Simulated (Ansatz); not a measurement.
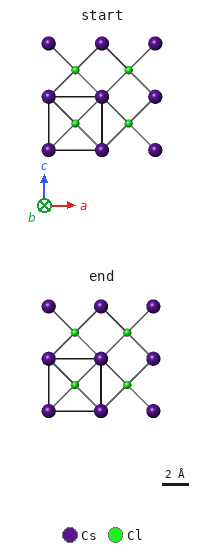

The structure of solid CsCl (built on the database structure type) before (top) and after (bottom) a relaxation, at one scale.

A ball-and-stick model of the cell of the calculation, repeated 2 × 1 × 2 with one cell outlined, seen along the b axis.

Level of theory: Ansatz, DFT, PBEsol, plane waves, PAW. Settings: plane-wave cutoff 420 eV; k-point mesh 6 × 6 × 6; occupations fermi dirac; smearing width 0.03 eV; no spin polarisation; cell and atoms relaxed; force threshold 0.01 eV/Å; at most 120 steps.

Question: What changed between the two?

Answer: After 3 accepted moves (4 points after the start) the energy has fallen by 11.1 meV per cell of the calculation. All forces vanish by symmetry, so only the cell relaxes. Pressure: −0.88 GPa at the start and −0.01 GPa at the end. The SCF was repeated once at an unchanged geometry on a basis and grid sized afresh for the cell, which shifted the energy by less than 0.05 meV per cell of the calculation at most. The atoms keep their places relative to the cell (all moves are under 0.005 Å). The drawn cell changes as follows: a = b = c 4.144 → 4.069 Å (−1.8 %); the volume changes by −5.3 %. Among the contacts that change: Cl–Cs 3.589 → 3.524 Å. The space group stays Pm-3m (No. 221).
